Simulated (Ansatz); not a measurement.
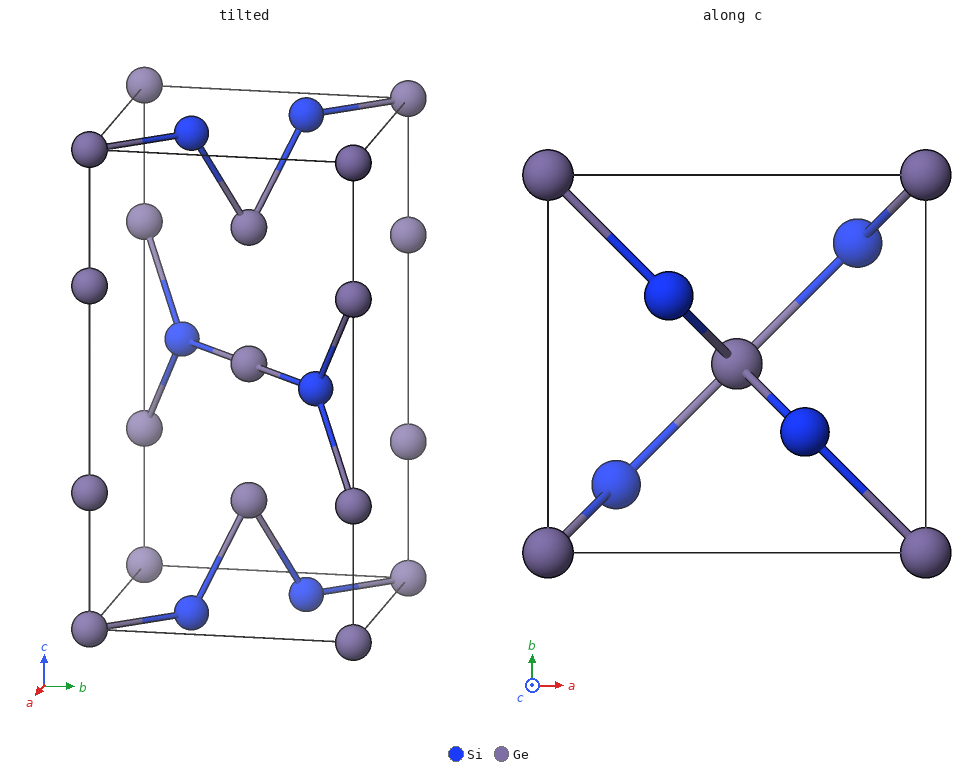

We look at a ball-and-stick model of the crystal slightly off an axis and along the c axis. The conventional unit cell is drawn as a box. Cell: a = 5.14 Å, b = 5.14 Å, c = 9.43 Å, α = 90.00°, β = 90.00°, γ = 90.00°.

The initial geometry was a random cell made by a generator, so it need not be a real form of the compound. Earlier steps of the study may have refined or changed the cell and positions. It went into a calculation with Ansatz.

### In words:

Composition: Si$_{2}$Ge$_{3}$. Its lattice is primitive tetragonal, its space group P4_2/mnm (No. 136). It has 10 atoms to the cell (4 Si, 6 Ge). The neighbours of Si are three Ge in a trigonal planar arrangement at about 2.3 to 2.4 Å. Ge is linked to two Si at about 2.3 to 2.4 Å. The bonds build Si2Ge3 chains.

Level of theory and settings: DFT PBE, scalar-relativistic, plane waves, PAW (Ansatz), a cutoff energy of 420 eV, k-mesh 8×8×4, Gaussian smearing of 0.1 eV, no spin polarisation.

### What does the calculation say: metal or gapped?

A metal: bands cross the Fermi level.

### Estimate the Bader charges.

Si +0.15 e; Ge -0.21 to -0.04 e.

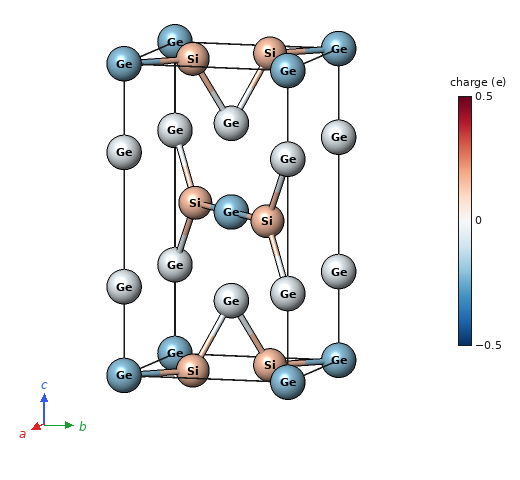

The atoms coloured by those charges. The run's cell of 10 atoms is drawn.

### Can this geometry be taken as optimised?

Yes. The largest force is 0.01 eV/Å. The pressure is 0.0 GPa, close to zero.
